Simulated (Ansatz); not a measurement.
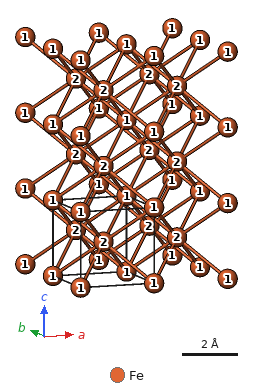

This is the input geometry for a relaxation of solid Fe (set up in I4/mmm). A ball-and-stick model of the cell of the calculation, repeated 2 × 2 × 3 with one cell outlined, seen slightly off an axis.

Case: biaxial strain in the a-b plane of +1.5 %; c and atoms relaxed.

These are results of DFT PBE, scalar-relativistic, plane waves, PAW (Ansatz 0.2.0), not measurements.

Input file:
```yaml
crystal:
  lattice:
    - [2.874161614, 0.0, 0.0]
    - [0.0, 2.874161614, 0.0]
    - [0.0, 0.0, 2.8062011423]
  atoms:
    - { symbol: Fe, position: [0.0, 0.0, 0.0], spin: 2.44 }
    - { symbol: Fe, position: [0.5, 0.5, 0.5], spin: 2.44 }
basis:
  ecutwfc: 420
kpoints:
  mp_grid: { grid: [14, 14, 14] }
hamiltonian:
  xc: pbe
scf:
  occupations: { method: gaussian, width: 0.1 }
output:
  forces: true
  stress: true
  eigenvalues: true
  populations: true
magnetization:
  spin_polarized: true
relax:
  adjacent_minimum: "off"
  f_tol: 0.008
  max_steps: 40
  cell: { stress_tol: 0.05, fix: [a, b, gamma] }
```

**Predict the outcome.**

The energy falls by 0.3 meV per atom in 2 accepted moves (3 points after the start). All forces vanish by symmetry, so only the cell relaxes. The pressure goes from −3.83 to −2.83 GPa. At 1 point the geometry stayed and the basis and grid were re-selected for the new cell (energy shift of less than 0.05 meV per atom at most each time). No atom moves by more than 0.005 Å relative to the cell. The drawn cell changes as follows: a = b unchanged at 2.874 Å, c 2.806 → 2.791 Å (−0.5 %); the volume changes by −0.5 %. Near-neighbour distances that change, for instance: Fe1–Fe2 2.470 → 2.465 Å. The space group stays I4/mmm (No. 139). The run took of the order of 60 core-seconds on a shared host.

History of the run:

| step | E − E(0), meV/atom | pressure, GPa | volume, Å³/atom | note |
| --- | --- | --- | --- | --- |
| 0 | 0.00 | -3.83 | 11.591 |  |
| 1 | -0.29 | -3.23 | 11.552 |  |
| 2 | -0.35 | -2.83 | 11.527 |  |
| 3 | -0.31 | -2.83 | 11.527 | same geometry, new basis |
